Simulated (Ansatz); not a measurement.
**Pd: 8 runs along one coordinate**

System: Pd (I4/mmm, 1 atom in the cell).
Method: DFT PBE, scalar-relativistic, plane waves, PAW, no spin polarisation (Ansatz 0.2.0).

The 8 runs differ only in the geometry, by a strain of the cell at fixed fractional positions. Against run 5, the strain is εzz = η. The structure derives from an entry of the Crystallography Open Database.

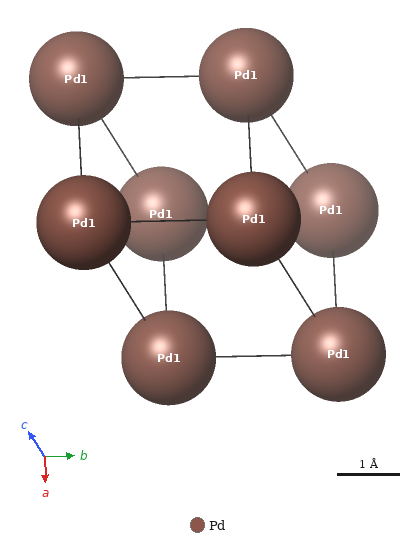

Figure 1. The structure of run 5 (spheres-only view of the reduced cell, seen at an oblique angle; atoms are numbered from 1 in the order of the input). An atom can appear more than once, as a periodic image.

### Input of run 5
```yaml
crystal:
  lattice:
    - [0.0, 1.9449, 1.9740735]
    - [1.9449, 0.0, 1.9740735]
    - [1.9449, 1.9449, 0.0]
  atoms:
    - { symbol: Pd, position: [0.0, 0.0, 0.0] }
basis:
  ecutwfc: 420
kpoints:
  mp_grid: { grid: [20, 20, 20] }
hamiltonian:
  xc: pbe
scf:
  occupations: { method: gaussian, width: 0.15 }
output:
  forces: true
  stress: true
  eigenvalues: true
```

Command:
```bash
ansatz run input.yaml --threads 1 --pin off --max-ram 2560MiB --backend cpu --events-out ev --progress --plain --runs-dir out
```

Run 7 differs from it as follows:
```diff
-    - [0.0, 1.9449, 1.9740735]
-    - [1.9449, 0.0, 1.9740735]
+    - [0.0, 1.9449, 2.04700725]
+    - [1.9449, 0.0, 2.04700725]
```

### Results, with one run withheld

```csv
run,strain parameter η (%),"free energy per atom, from the lowest run given (meV)",pressure (GPa)
1,−7.3892,98.90,23.10
2,−5.9113,67.57,18.66
3,−4.4335,42.76,14.63
4,−2.9557,23.96,10.98
5,0.0000,2.64,4.71
6,2.9557,0.00,−0.37
7,3.6946,?,?
8,4.4335,4.61,−2.54
```

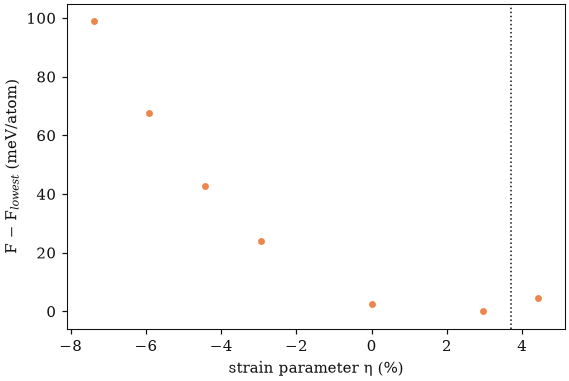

Figure 2. Free energy per atom of the runs given; the dotted line marks run 7.

Estimate the energy of run 7 from the others.

A cubic polynomial in the coordinate, fitted to the 7 runs given, misses them by at most 0.02 meV per atom. With x = η + 1.9001, it reads F = 13.966 − 8.1677 x + 1.2032 x² − 0.023218 x³ (meV per atom). At run 7 it gives 1.87 meV per atom, and the run itself gives 1.85. The fit has its minimum at η = 1.9155 %.

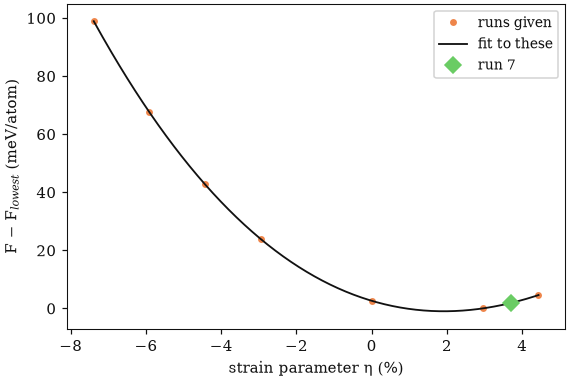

Figure 3. The fit and the withheld run.

### Output, shortened to warnings, some set-up lines, iterations and results (run 7)
```
Basis set: ecut = 420 eV, 315 PW (Γ), exchange–correlation on 40×40×40 points (8 copies of the dense FFT grid, shifted against one another)
Symmetry: 16 space group operations
k-points: 641 of 8000
Initial density: superposition of atomic densities (neutral atoms: chi_scale 0, normalization atom), corrected by the library's trained network
[...]
SCF iter   1: F=—  HF=-6972.856252 eV  |F-HF|=—  |Δ(HF+E_count)|=         —  Δρ=4.10e-3  dr2=9.95e-4  ethr=1.77e-3  ⟨swp⟩=5.0  Hψ=47775  notcnv=0
SCF iter   2: F=—  HF=-6972.856132 eV  |F-HF|=—  |Δ(HF+E_count)|=   1.20e-4  Δρ=1.96e-3  dr2=1.38e-4  ethr=5.53e-6  ⟨swp⟩=1.2  Hψ=13678  notcnv=0
SCF iter   3: F=—  HF=-6972.856237 eV  |F-HF|=—  |Δ(HF+E_count)|=   1.05e-4  Δρ=5.47e-4  dr2=3.32e-5  ethr=7.68e-7  ⟨swp⟩=1.1  Hψ=8793  notcnv=0
SCF iter   4: F=—  HF=-6972.856236 eV  |F-HF|=—  |Δ(HF+E_count)|=   6.70e-7  Δρ=8.81e-5  dr2=4.24e-7  ethr=1.85e-7  ⟨swp⟩=2.0  Hψ=11157  notcnv=0
SCF iter   5: F=-6972.856237 eV  HF=-6972.856237 eV  |F-HF|=6.97e-9  |Δ(HF+E_count)|=   4.16e-7  Δρ=2.06e-5  dr2=2.64e-8  ethr=2.36e-9  ⟨swp⟩=2.7  Hψ=13783  notcnv=0
SCF iter   6: F=-6972.856237 eV  HF=-6972.856237 eV  |F-HF|=2.05e-10  |Δ(HF+E_count)|=   2.29e-9  Δρ=3.16e-6  dr2=7.65e-10  ethr=1.47e-10  ⟨swp⟩=2.0  Hψ=25468  notcnv=0
SCF 1 converged in 6 iterations: F = -6972.856237 eV  dr2 = 7.65e-10
SCF converged after 6 iterations
Free energy (F): -6972.856237 eV
Harris-Foulkes:  -6972.856237 eV  (|F-HF|=2.05e-10)
Internal energy: -6972.827596 eV  (E = F + TS)
E sigma→0 (E₀):  -6972.841916 eV
Entropy (-TS):   -0.028641 eV (-28.641 meV/atom)
Fermi energy:    18.546165 eV
--- Per-component energies (eV) ---
  E_band       = -156.149628
  E_kinetic    = 512.912628
  E_local      = -1817.216173  (includes V_loc(G=0)·N_el)
  E_nonlocal   = 217.235378
  E_hartree    = 735.734629
  E_xc         = -168.365614
  E_vxc        = -211.200888  (∫ρ·V_xc dr)
  E_paw        = -3750.196433  (= ΣΔE_a)
  E_vpaw       = -329.351277  (= ΣTr[D̂ρ^β])
  E_aug_tail   = 0.000207  (compensation charges beyond the density's cutoff)
  E_ewald      = -2702.932218
  E_smearing   = -0.028641  (= −TS)
  E_closure    = 0.000000  (closes the sum)
  Σ components = -6972.856237   (vs F -6972.856237, Δ=0.00e0)
--- Forces (eV/Å), atoms counted from 1 ---
  atom   1  Pd    -0.00000000     0.00000000    -0.00000000
  max |Σ_I F_I| component: 4.93e-32 eV/Å
--- Stress (GPa, compression-positive) ---
       -0.547001       0.000000       0.000000
        0.000000      -0.547001       0.000000
        0.000000       0.000000      -3.359680
  P = ⅓ Tr σ = -1.4846 GPa (-14.846 kbar)
```
